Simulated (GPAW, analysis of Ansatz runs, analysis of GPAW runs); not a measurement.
# Substitutional Se in Si: charge-transition level against experiment (GPAW)

Aim: the charge-transition level of substitutional Se in Si, to be set beside the measurement. Set-up: PBE, plane waves 500 eV, 64-site cell, PBE lattice, k: the zone centre alone then 2x2x2 shifted, symmetric start, dielectric constants 11.7 and 11.7 (handbook). The model is a cell of 64 host atoms with 1 Si taken out and 1 Se put in. The level is the Fermi energy at which two charge states have equal formation energy, after a correction for the images of the charge. Another start tests whether the structure found is the lowest.

**The experiment.** (+1/0) level below the conduction-band bottom, printed as 307 meV: 0.307 eV, by binding energy of Se0 quoted from literature (method not stated in this paper) (quoted in “Spin relaxation and donor-acceptor recombination of Se+ in 28-silicon”, 2015, R. Lo Nardo et al., quoting earlier work (1984)). (+2/+1) level below the conduction-band bottom, printed as 593 meV: 0.593 eV, by thermal ionisation energy of Se+ quoted from literature (method not stated in this paper) (quoted in “Spin relaxation and donor-acceptor recombination of Se+ in 28-silicon”, 2015, R. Lo Nardo et al., quoting earlier work (1982)).

Calculated with GPAW 26.7.0; GPAW plane-wave PAW DFT, PBE; relaxation of all atoms of a defect supercell.

## (1) Set-up

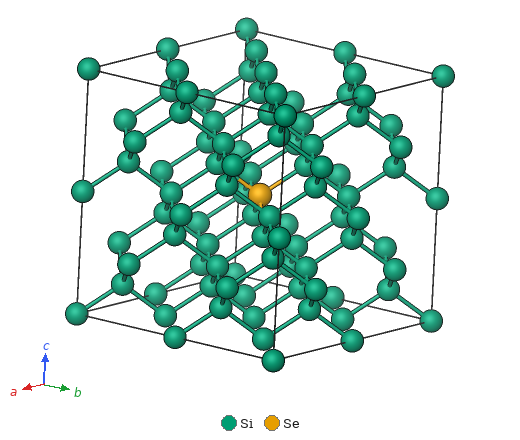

The cell as given, from a free direction (silicon teal, selenium orange). Bonds to atoms that aren't drawn are left out. Some periodic images of atoms are drawn too.

The cell holds 64 atoms: 63 Si and 1 Se. Its edges and angles: a = 10.950 Å, b = 10.950 Å, c = 10.950 Å, α = 90.0°, β = 90.0°, γ = 90.0°. It derives from Si (space group Fd-3m). Nearest the centre at fractional (0.375, 0.375, 0.375): Se8 at 0.00 Å, Si4 at 2.37 Å, Si42 at 2.37 Å, Si27 at 2.37 Å, Si49 at 2.37 Å, Si6 at 3.87 Å, Si14 at 3.87 Å, Si5 at 3.87 Å. The cell carries charge +2.

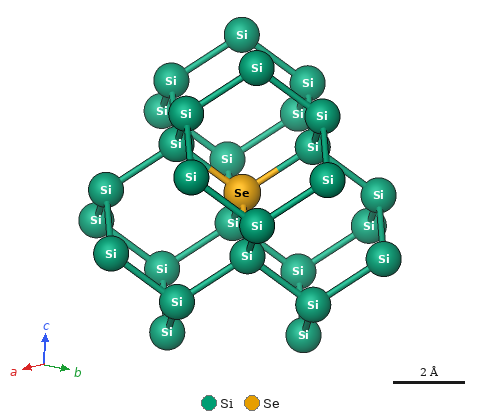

The atoms within 5 Å of the centre.

The host's primitive cell comes from a first run (GPAW plane-wave PAW DFT, PBE; relaxation of cell and atoms of a defect-free cell): vectors of 3.871, 3.871 and 3.871 Å. That is 20.51 Å³ an atom, 2.4 % over the diffraction cell's volume. The supercell is built on it.

## (2) Relaxation, charge +2

Every later number rests on the structure around the defect, so the atoms are relaxed at the host's lattice first.

run.py

```python
import numpy as np
from ase.io import read, write
from ase.parallel import parprint, world
from gpaw import GPAW, PW
from ase.optimize import BFGS

atoms = read('POSCAR')
calc = GPAW(mode=PW(500),
            xc='PBE',
            kpts={'size': (1, 1, 1), 'gamma': True},
            charge=2,
            occupations={'name': 'fermi-dirac', 'width': 0.01},
            nbands=136,
            convergence={'density': 1e-05, 'forces': 0.001},
            maxiter=150,
            symmetry='off',
            txt='gpaw.txt')
atoms.calc = calc
opt = BFGS(atoms, trajectory='relax.traj', logfile='-')
done = opt.run(fmax=0.02, steps=80)
parprint('Converged:', done)
energy = atoms.get_potential_energy()
forces = atoms.get_forces()
parprint(f'Energy: {energy:.6f} eV, largest force {np.linalg.norm(forces, axis=1).max():.4f} eV/A')
calc.write('gs.gpw')
write('final.xyz', atoms)
for s in range(calc.get_number_of_spins()):
    parprint('Levels (eV), spin', s, calc.get_eigenvalues(kpt=0, spin=s)[-16:].round(3))
```

POSCAR

```
Si Se Si
 1.0000000000000000
    10.9496899409217718    0.0000000000000009    0.0000000000000000
    -0.0000000000000036   10.9496899409217754    0.0000000000000000
     0.0000000000000000    0.0000000000000009   10.9496899409217718
 Si  Se  Si 
   7   1  56
Direct
  0.0000000004355884  0.0000000004355882  0.2500000004355883
  0.0000000004355884  0.2500000004355882  0.0000000004355883
  0.2500000004355884  0.0000000004355882  0.0000000004355883
  0.2500000004355884  0.2500000004355882  0.2500000004355883
  0.1250000001967486  0.1250000001967483  0.3750000001967486
  0.1250000001967486  0.3750000001967483  0.1250000001967486
  0.3750000001967486  0.1250000001967483  0.1250000001967486
  0.3750000001967486  0.3750000001967483  0.3750000001967486
  0.0000000004355884  0.0000000004355882  0.7500000004355881
  0.0000000004355884  0.2500000004355882  0.5000000004355882
  0.2500000004355884  0.0000000004355882  0.5000000004355882
  0.2500000004355884  0.2500000004355882  0.7500000004355881
  0.1250000001967486  0.1250000001967483  0.8750000001967486
  0.1250000001967486  0.3750000001967483  0.6250000001967486
  0.3750000001967486  0.1250000001967483  0.6250000001967486
  0.3750000001967486  0.3750000001967483  0.8750000001967486
  0.0000000004355884  0.5000000004355882  0.2500000004355883
  0.0000000004355884  0.7500000004355882  0.0000000004355883
  0.2500000004355884  0.5000000004355882  0.0000000004355883
  0.2500000004355884  0.7500000004355882  0.2500000004355883
  0.1250000001967486  0.6250000001967483  0.3750000001967486
  0.1250000001967486  0.8750000001967482  0.1250000001967486
  0.3750000001967486  0.6250000001967483  0.1250000001967486
  0.3750000001967486  0.8750000001967482  0.3750000001967486
  0.0000000004355884  0.5000000004355882  0.7500000004355881
  0.0000000004355884  0.7500000004355882  0.5000000004355882
  0.2500000004355884  0.5000000004355882  0.5000000004355882
  0.2500000004355884  0.7500000004355882  0.7500000004355881
  0.1250000001967486  0.6250000001967483  0.8750000001967486
  0.1250000001967486  0.8750000001967482  0.6250000001967486
  0.3750000001967486  0.6250000001967483  0.6250000001967486
  0.3750000001967486  0.8750000001967482  0.8750000001967486
  0.5000000004355883  0.0000000004355882  0.2500000004355883
  0.5000000004355883  0.2500000004355882  0.0000000004355883
  0.7500000004355885  0.0000000004355882  0.0000000004355883
  0.7500000004355885  0.2500000004355882  0.2500000004355883
  0.6250000001967486  0.1250000001967483  0.3750000001967486
  0.6250000001967486  0.3750000001967482  0.1250000001967486
  0.8750000001967486  0.1250000001967483  0.1250000001967486
  0.8750000001967486  0.3750000001967482  0.3750000001967486
  0.5000000004355883  0.0000000004355882  0.7500000004355881
  0.5000000004355883  0.2500000004355882  0.5000000004355882
  0.7500000004355885  0.0000000004355882  0.5000000004355882
  0.7500000004355885  0.2500000004355882  0.7500000004355881
  0.6250000001967486  0.1250000001967483  0.8750000001967486
  0.6250000001967486  0.3750000001967482  0.6250000001967486
  0.8750000001967486  0.1250000001967483  0.6250000001967486
  0.8750000001967486  0.3750000001967482  0.8750000001967486
  0.5000000004355883  0.5000000004355881  0.2500000004355883
  0.5000000004355883  0.7500000004355882  0.0000000004355883
  0.7500000004355885  0.5000000004355882  0.0000000004355883
  0.7500000004355885  0.7500000004355882  0.2500000004355883
  0.6250000001967486  0.6250000001967482  0.3750000001967486
  0.6250000001967486  0.8750000001967484  0.1250000001967486
  0.8750000001967486  0.6250000001967482  0.1250000001967486
  0.8750000001967486  0.8750000001967484  0.3750000001967486
  0.5000000004355883  0.5000000004355881  0.7500000004355881
  0.5000000004355883  0.7500000004355882  0.5000000004355882
  0.7500000004355885  0.5000000004355882  0.5000000004355882
  0.7500000004355885  0.7500000004355882  0.7500000004355881
  0.6250000001967486  0.6250000001967482  0.8750000001967486
  0.6250000001967486  0.8750000001967484  0.6250000001967486
  0.8750000001967486  0.6250000001967482  0.6250000001967486
  0.8750000001967486  0.8750000001967484  0.8750000001967486
```

Run with:

```bash
OMP_NUM_THREADS=1 mpirun -n 4 gpaw python run.py > stdout
```

Log:

```text
__  _  _
 | _ |_)|_||  |
 |__||  | ||/\| - 26.7.0

Input parameters:
  mode=PW(ecut=500.0),
  charge=2,
  convergence={'density': 1e-05, 'forces': 0.001},
  kpts=MonkhorstPack(size=(1, 1, 1), gamma=True),
  maxiter=150,
  nbands=136,
  occupations=Occupations(name='fermi-dirac', width=0.01),
  symmetry=Symmetry(point_group=False, time_reversal=False),
  xc=XC(name='PBE')

Diagonalizing LCAO Hamiltonian
Converting LCAO to pw mode

                       Si           Si
              Si            Si
                   Si           Si
                Si Si        Si  Si
          Si            Si
           Si  Si    Si Si   Si   Si
            SSi          SSi
       Si        Si Si Si     Si    Si
              Si  Si        Si Si
         Si        Si Si        Si
              SiSi Se      SiSi  Si
          SSi           Si
            Si Si    Si  Si  Si   Si
             Si           Si
       Si        Si Si        Si
                  Si           Si
         Si           Si
              Si           Si

Atoms  # Å, Bohr magnetons
|    | symbol |        x |        y |        z |    initial magnetic moments |
|----|--------|----------|----------|----------|-----------------------------|
|  0 |     Si | 0.000000 | 0.000000 | 2.737422 | ( 0.0000,  0.0000,  0.0000) |
|  1 |     Si | 0.000000 | 2.737422 | 0.000000 | ( 0.0000,  0.0000,  0.0000) |
|  2 |     Si | 2.737422 | 0.000000 | 0.000000 | ( 0.0000,  0.0000,  0.0000) |
|  3 |     Si | 2.737422 | 2.737422 | 2.737422 | ( 0.0000,  0.0000,  0.0000) |
|  4 |     Si | 1.368711 | 1.368711 | 4.106134 | ( 0.0000,  0.0000,  0.0000) |
|  5 |     Si | 1.368711 | 4.106134 | 1.368711 | ( 0.0000,  0.0000,  0.0000) |
|  6 |     Si | 4.106134 | 1.368711 | 1.368711 | ( 0.0000,  0.0000,  0.0000) |
|  7 |     Se | 4.106134 | 4.106134 | 4.106134 | ( 0.0000,  0.0000,  0.0000) |
|  8 |     Si | 0.000000 | 0.000000 | 8.212267 | ( 0.0000,  0.0000,  0.0000) |
|  9 |     Si | 0.000000 | 2.737422 | 5.474845 | ( 0.0000,  0.0000,  0.0000) |
| 10 |     Si | 2.737422 | 0.000000 | 5.474845 | ( 0.0000,  0.0000,  0.0000) |
[...]
Unit cell  # Å
| periodic |         x |         y |         z |   lengths |    angles |
|----------|-----------|-----------|-----------|-----------|-----------|
|      yes | 10.949690 |  0.000000 |  0.000000 | 10.949690 | 90.000000 |
|      yes | -0.000000 | 10.949690 |  0.000000 | 10.949690 | 90.000000 |
|      yes |  0.000000 |  0.000000 | 10.949690 | 10.949690 | 90.000000 |

Number of symmetries: 1
Symmetry operations  # r_c * U_cc + t_c -> r_c
|   | kind |            matrix            |
|---|------|------------------------------|
| 0 |  E   |  1, 0, 0,  0, 1, 0,  0, 0, 1 |

BZ-sampling:
  Number of BZ points: 1
  Number of IBZ points: 1

  Monkhorst-Pack size: [1, 1, 1]
  Monkhorst-Pack shift: [0, 0, 0]

K-points  # in reciprocal-cell coordinates
|   |                                coordinates |     weight |
|---|--------------------------------------------|------------|
| 0 | (  0.00000000,   0.00000000,   0.00000000) | 1.00000000 |

Plane wave coefficients: 16686
Cutoff: 500.0 eV

Spin-components: 1 (collinear spins)
Bands:           136
Projectors:      320
Spin-degeneracy: 2
Datatype:        float64

Density:
  Valence electrons: 258.0
  Components: 1
  Grid points: [60 60 60]
  Charge: 2.0  # |e|

Potential:
  Grid points: [60 60 60]

species:
  Si:
    name:    Silicon
    Z:       14.0
    valence: 4
    core:    10
    charge:  0.0  # [|e|]
    compensation charges:
      type: gauss
      rc: 0.33  # [Å]
      lmax: 2
    cutoffs:
      filter: 1.86  # [Å]
      core: 2.06  # [Å]
    projectors
    | kind |    occ | energy [eV] | rcut [Å] |
    |------|--------|-------------|----------|
    |   3s |  2.000 |     -10.812 |    1.058 |
    |   3p |  2.000 |      -4.081 |    1.058 |
    |    s |        |      16.399 |    1.058 |
    |    p |        |      23.130 |    1.058 |
    |    d |        |       0.000 |    1.058 |

    Using partial waves for Si as LCAO basis

  Se:
    name:    Selenium
    Z:       34.0
    valence: 6
    core:    28
    charge:  0.0  # [|e|]
    compensation charges:
      type: gauss
      rc: 0.27  # [Å]
      lmax: 2
    cutoffs:
      filter: 1.77  # [Å]
      core: 2.67  # [Å]
    projectors
    | kind |    occ | energy [eV] | rcut [Å] |
    |------|--------|-------------|----------|
    |   4s |  2.000 |     -17.277 |    0.847 |
    |   4p |  4.000 |      -6.512 |    1.005 |
    |    s |        |       9.935 |    0.847 |
    |    p |        |      20.699 |    1.005 |
    |    d |        |       0.000 |    0.847 |

    Using partial waves for Se as LCAO basis

Reference energy: -562943.219895  # eV

eigensolver:
  PPCG
  Converge bands: occupied
  niter=2

density mixing:
  MSR1-Mixer
  Pratt-step length: 0.05
  Maximum mixing coefficient: 0.75
  Old densities: 10
  SVD Regularization: 0.005
  Good broyden scale: 1.0
  Trust region scale: 1.0
  Backstep threshold: 4.0
  History deletion threshold: 6.0
  Fourier metric: weight=20.0, sigma=0.015

occupation numbers:
  Fermi-Dirac:
    width: 0.0100  # eV

poisson solver:
  ecut: 4000.0  # eV
  uniform background charge: 2.0  # electrons

xc functional:
[...]
|      yes | -0.000000 | 10.949690 |  0.000000 | 10.949690 | 90.000000 |
|      yes |  0.000000 |  0.000000 | 10.949690 | 10.949690 | 90.000000 |

Initialization done in: 1.473 s

convergence criteria:
- Maximum integral of absolute [dens]ity change: 1e-05 electrons / valence electron
- Maximum change in the atomic [forces] across last 2 cycles: 0.001 eV/Ang OR
Maximum error relative to the maximum force is below inf
- Maximum [total energy] change in last 3 cyles: 0.0005 eV / valence electron
- Maximum integral of absolute [eigenst]ate change: 4e-08 eV^2 / valence electron
maximum number of iterations: 150

SCF iterations
|iter     | |      energy | eigst |  dens |force |
|---------|-|-------------|-------|-------|------|
|iter:   1| | -347.091188c| -4.78 |       |      |
[...]
|iter:   5| | -347.090703c| -6.48 | -3.83 |      |
|iter:   6| | -347.090674c| -7.77c| -4.13 |      |
|iter:   7| | -347.090685c| -7.85c| -4.43 |      |
|iter:   8| | -347.090684c| -8.28c| -4.88 |      |
|iter:   9| | -347.090684c| -8.91c| -5.46c|-1.48 |
|iter:  10| | -347.090683c| -9.30c| -5.72c|-3.64c|

Converged in 10 steps
SCF loop duration: 24.017 s (2.402 s/step)
Energy contributions relative to reference atoms: (reference = -562943.219895)

Energy contributions:
  Kinetic:         391.301877
  Coulomb:        -363.639582
  Zero:             -0.704669
  External:          0.000000
  Xc:             -374.044086
  Entropy:          -0.008447
  Spinorbit:         0.000000
  ----------------------------
  Free energy:    -347.094906
  Extrapolated:   -347.090683

dipole moment: (199.480399, 199.480466, 199.479945)  # |e|*Ang

Fermi level: 5.161
Eigenvalues  # (at kpt = [0.000, 0.000, 0.000])
| band index |      eig [eV] | occ [0-2] |
|------------|---------------|-----------|
[...]
|        ... |               |           |
[...]
Gap: 0.072 eV
Transition (v -> c):
  (s=0, k=0, n=127, [0.00, 0.00, 0.00]) -> (s=0, k=0, n=128, [0.00, 0.00, 0.00])
No difference between direct/indirect transitions

Forces  # eV/Ang
|        x |        y |        z |
|----------|----------|----------|
[...]
Si Si        Si  Si
          Si            Si
           Si  Si    Si Si   Si   Si
            SSi          SSi
       Si        Si Si Si     Si    Si
              Si  Si        Si Si
         Si        Si Si        Si
              SiSi Se      SiSi  Si
          SSi           SSi
            Si Si    Si  Si  Si   Si
             Si           Si
       Si        Si Si        Si
                  Si           Si
         Si           Si
              Si           Si

Atoms  # Å, Bohr magnetons
|    | symbol |         x |         y |         z |    initial magnetic moments |
|----|--------|-----------|-----------|-----------|-----------------------------|
[...]
|  7 |     Se |  4.106135 |  4.106130 |  4.106132 | ( 0.0000,  0.0000,  0.0000) |
[...]
| 59 |     Si |  8.213152 |  8.213152 |  8.213154 | ( 0.0000,  0.0000,  0.0000) |
| 60 |     Si |  6.846510 |  6.846510 |  9.582002 | ( 0.0000,  0.0000,  0.0000) |
| 61 |     Si |  6.846510 |  9.582003 |  6.846513 | ( 0.0000,  0.0000,  0.0000) |
| 62 |     Si |  9.582003 |  6.846510 |  6.846513 | ( 0.0000,  0.0000,  0.0000) |
| 63 |     Si |  9.580979 |  9.580979 |  9.580978 | ( 0.0000,  0.0000,  0.0000) |

Unit cell  # Å
| periodic |         x |         y |         z |   lengths |    angles |
|----------|-----------|-----------|-----------|-----------|-----------|
|      yes | 10.949690 |  0.000000 |  0.000000 | 10.949690 | 90.000000 |
|      yes | -0.000000 | 10.949690 |  0.000000 | 10.949690 | 90.000000 |
|      yes |  0.000000 |  0.000000 | 10.949690 | 10.949690 | 90.000000 |

Initialization done in: 1.483 s

convergence criteria:
- Maximum integral of absolute [dens]ity change: 1e-05 electrons / valence electron
- Maximum change in the atomic [forces] across last 2 cycles: 0.001 eV/Ang OR
Maximum error relative to the maximum force is below inf
- Maximum [total energy] change in last 3 cyles: 0.0005 eV / valence electron
- Maximum integral of absolute [eigenst]ate change: 4e-08 eV^2 / valence electron
maximum number of iterations: 150

SCF iterations
|iter     | |      energy | eigst |  dens |force |
|---------|-|-------------|-------|-------|------|
|iter:   1| | -347.091080c| -5.17 |       |      |
|iter:   2| | -347.091211c| -6.37 | -3.33 |      |
|iter:   3| | -347.091502c| -5.93 | -3.46 |      |
|iter:   4| | -347.091399c| -6.90 | -3.75 |      |
|iter:   5| | -347.091443c| -7.15 | -4.03 |      |
|iter:   6| | -347.091432c| -7.73c| -4.36 |      |
|iter:   7| | -347.091432c| -8.08c| -4.65 |      |
|iter:   8| | -347.091432c| -8.68c| -5.21c|-1.62 |
|iter:   9| | -347.091433c| -9.09c| -5.68c|-3.67c|

Converged in 9 steps
SCF loop duration: 21.478 s (2.386 s/step)
Energy contributions relative to reference atoms: (reference = -562943.219895)

Energy contributions:
  Kinetic:         391.336557
  Coulomb:        -363.665030
  Zero:             -0.704670
  External:          0.000000
  Xc:             -374.054286
  Entropy:          -0.008010
  Spinorbit:         0.000000
  ----------------------------
  Free energy:    -347.095439
  Extrapolated:   -347.091433

dipole moment: (199.380180, 199.380220, 199.379761)  # |e|*Ang

Fermi level: 5.161
Eigenvalues  # (at kpt = [0.000, 0.000, 0.000])
| band index |      eig [eV] | occ [0-2] |
|------------|---------------|-----------|
[...]
|        ... |               |           |
[...]
|        131 |         5.881 |     0.000 |
|        132 |         5.987 |     0.000 |
|        133 |         5.987 |     0.000 |
|        134 |         6.165 |     0.000 |
|        135 |         6.221 |     0.000 |

Gap: 0.073 eV
Transition (v -> c):
  (s=0, k=0, n=127, [0.00, 0.00, 0.00]) -> (s=0, k=0, n=128, [0.00, 0.00, 0.00])
No difference between direct/indirect transitions

Forces  # eV/Ang
|        x |        y |        z |
|----------|----------|----------|
[...]
|  0.00110 |  0.00111 |  0.00110 |  # Si  59
|  0.00912 |  0.00912 | -0.01220 |  # Si  60
|  0.00912 | -0.01220 |  0.00906 |  # Si  61
| -0.01222 |  0.00912 |  0.00906 |  # Si  62
| -0.00001 | -0.00000 |  0.00000 |  # Si  63

# Writing to gs.gpw (mode='')
```

The job ended after 5 min (4 MPI ranks of Arm Neoverse V2, shared host; peak memory 1.6 GiB; 20 min of CPU time).

Step by step:

| step | energy less that of the first step (eV) |
| --- | --- |
| 0 | 0.0000 |
| 1 | -0.1916 |
| 2 | -0.5525 |
| 3 | -0.5772 |
| 4 | -0.6054 |
| 5 | -0.6175 |
| 6 | -0.6228 |
| 7 | -0.6254 |
| 8 | -0.6270 |
| 9 | -0.6278 |

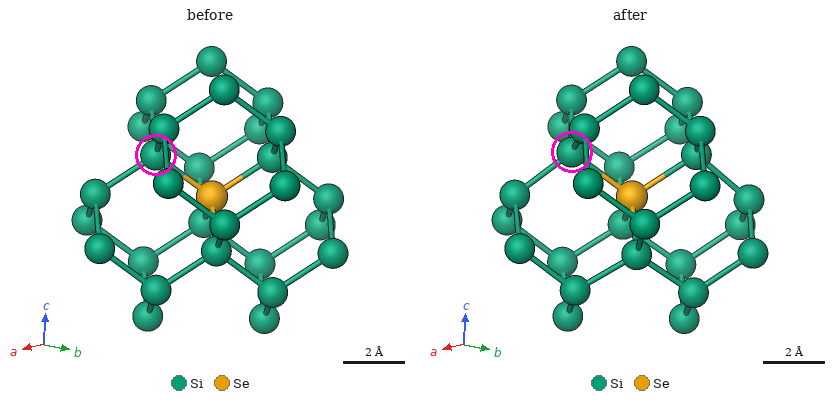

Before and after: the atoms that start within 5 Å of the centre. Si42, which moves most, is ringed if it is among them.

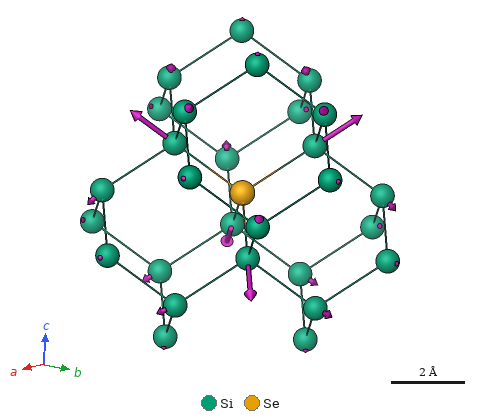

Displacements in the relaxation near the centre, exaggerated; the longest in the cell stands for 0.17 Å.

The atoms that moved most (Å):

| atom | dx | dy | dz | length |
| --- | --- | --- | --- | --- |
| Si42 | 0.098 | -0.098 | 0.098 | 0.170 |
| Si4 | -0.098 | -0.098 | -0.098 | 0.170 |
| Si27 | -0.098 | 0.098 | 0.098 | 0.170 |
| Si49 | 0.098 | 0.098 | -0.098 | 0.170 |
| Si14 | -0.019 | -0.030 | 0.019 | 0.041 |
| Si38 | 0.019 | -0.030 | -0.019 | 0.041 |
| Si15 | -0.030 | -0.019 | 0.019 | 0.041 |
| Si31 | 0.030 | 0.019 | 0.019 | 0.041 |

Neighbours of Se8 at the end:

| atom | distance (Å) |
| --- | --- |
| Si4 | 2.540 |
| Si42 | 2.540 |
| Si49 | 2.540 |
| Si27 | 2.540 |
| Si37 | 3.899 |
| Si5 | 3.899 |
| Si7 | 3.899 |
| Si38 | 3.899 |
| Si15 | 3.899 |
| Si53 | 3.899 |
| Si46 | 3.899 |
| Si6 | 3.899 |
| Si14 | 3.899 |
| Si21 | 3.899 |
| Si23 | 3.899 |
| Si31 | 3.899 |

From the first step to the last the energy fell by 0.628 eV, and the largest move was 0.17 Å (Si42 and 3 other atoms alike).

[end of part 1 of 6]

[Logs are printed without paths, hosts, clocks, repeated set-up lines and the standing remarks that a program may print on its own settings, such as how far it seeks lower states.]

[Hosts, paths, dates, database ids (printed as entryN), source tags and the programs' standing remarks are cut or masked in the printed files.]

[For some hosts the program warned that the k-mesh of the response run may be too coarse for force constants and the static dielectric constant; such warnings are not shown here.]
